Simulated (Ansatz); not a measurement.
Al32As (cell with a defect)

```yaml
crystal:
  lattice:
    - [8.10000, 0.00000, 0.00000]
    - [0.00000, 8.10000, 0.00000]
    - [0.00000, 0.00000, 8.10000]
  atoms:
    - { symbol: Al, position: [0.50011, 0.00024, 0.98647] }
    - { symbol: Al, position: [0.75189, 0.24840, 0.99816] }
    - { symbol: Al, position: [0.76358, 0.00024, 0.24994] }
    - { symbol: Al, position: [0.00010, 0.00017, 0.99649] }
    - { symbol: Al, position: [0.24831, 0.24839, 0.99816] }
    - { symbol: Al, position: [0.50006, 0.50011, 0.94455] }
    - { symbol: Al, position: [0.75188, 0.75196, 0.99817] }
    - { symbol: Al, position: [0.23660, 0.00024, 0.24994] }
    - { symbol: Al, position: [0.50006, 0.19514, 0.24998] }
    - { symbol: Al, position: [0.80553, 0.50011, 0.24999] }
    - { symbol: Al, position: [0.50011, 0.00024, 0.51345] }
    - { symbol: Al, position: [0.75189, 0.24839, 0.50174] }
    - { symbol: Al, position: [0.75356, 0.00017, 0.74995] }
    - { symbol: Al, position: [0.00014, 0.50020, 0.98647] }
    - { symbol: Al, position: [0.24832, 0.75197, 0.99816] }
    - { symbol: Al, position: [0.00014, 0.23667, 0.24994] }
    - { symbol: Al, position: [0.19495, 0.50011, 0.24999] }
    - { symbol: Al, position: [0.50006, 0.80571, 0.24999] }
    - { symbol: Al, position: [0.00010, 0.00017, 0.50341] }
    - { symbol: Al, position: [0.24831, 0.24839, 0.50174] }
    - { symbol: Al, position: [0.50006, 0.50011, 0.55513] }
    - { symbol: Al, position: [0.75189, 0.75197, 0.50173] }
    - { symbol: Al, position: [0.24664, 0.00017, 0.74995] }
    - { symbol: Al, position: [0.50011, 0.23666, 0.74992] }
    - { symbol: Al, position: [0.76358, 0.50020, 0.74992] }
    - { symbol: Al, position: [0.00014, 0.76365, 0.24994] }
    - { symbol: Al, position: [0.00014, 0.50020, 0.51345] }
    - { symbol: Al, position: [0.24832, 0.75197, 0.50173] }
    - { symbol: Al, position: [0.00009, 0.24672, 0.74996] }
    - { symbol: Al, position: [0.23660, 0.50020, 0.74992] }
    - { symbol: Al, position: [0.50011, 0.76365, 0.74992] }
    - { symbol: Al, position: [0.00010, 0.75364, 0.74995] }
    - { symbol: As, position: [0.50029, 0.50051, 0.24979] }
```

Computed without spin polarisation; PAW files of the earlier set (soft_1).

Level of theory: DFT PBE, scalar-relativistic, plane waves, PAW in Ansatz 0.2.0.

The density is the valence pseudo-density of a PAW calculation; it isn't the true density close to the nuclei.

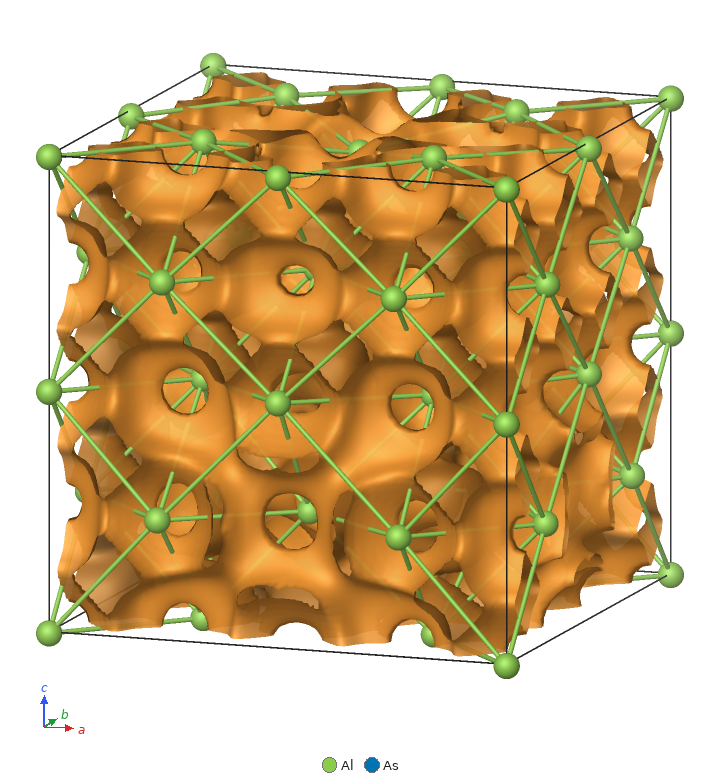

Figure 1. Isosurface of the electron localisation function at 0.55 (orange), seen slightly off an axis. Only the valence region is drawn (cores and ρ < 0.01 e/Å³ removed). Sticks mark near contacts.

Question: What do the ELF domains correspond to?

Answer: At this value the surface marks out one region on As in which the atom's valence shell and bonds are merged and one network that runs through the whole crystal, counted in one cell of 33 atoms. Regions shared between cells count once. Along the contacts the grid gives the following. Al–As (2.47 Å): the ELF peaks at about 0.80 between the atoms. Al–Al (2.65 Å): the ELF peaks at about 0.70 between the atoms.

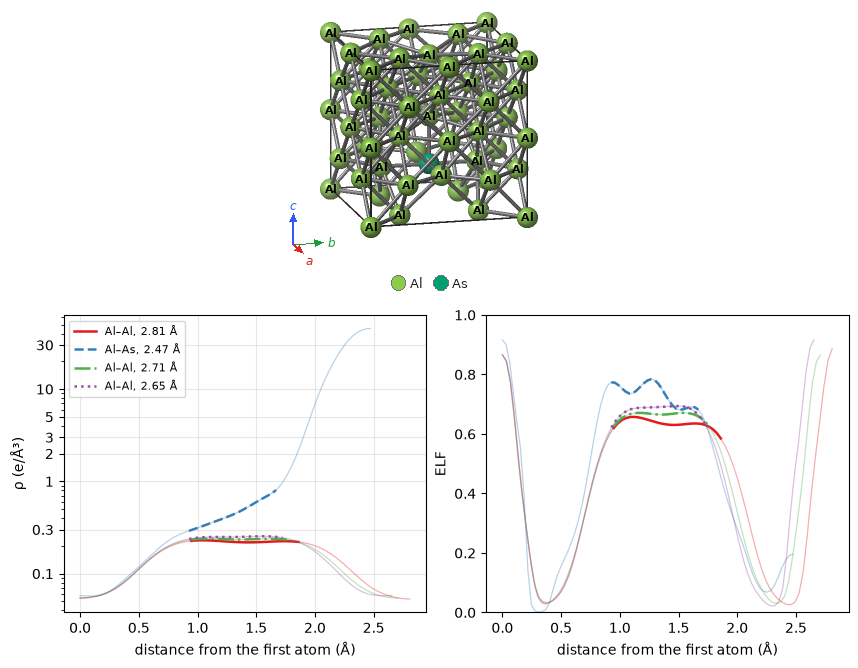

Figure 2. Valence charge density (pseudo) and electron localisation function along straight lines between neighbouring atoms. Thin, pale parts lie inside the atomic spheres. The structure is drawn too.

Question: What can be read from the curves?

Answer: Al–Al (2.81 Å): ρ at the midpoint is about 0.22 e/Å³; the ELF peaks at about 0.65 between the atoms.
Al–As (2.47 Å): ρ is about 0.4 e/Å³ halfway; the ELF peaks at about 0.80 between the atoms.
Al–Al (2.71 Å): ρ is about 0.23 e/Å³ halfway; the ELF peaks at about 0.65 between the atoms.
Al–Al (2.65 Å): ρ at the midpoint is about 0.25 e/Å³; the ELF peaks at about 0.70 between the atoms.

Question: Does the calculation give a band gap?

Answer: It is gapless in this calculation (a metal or semimetal).
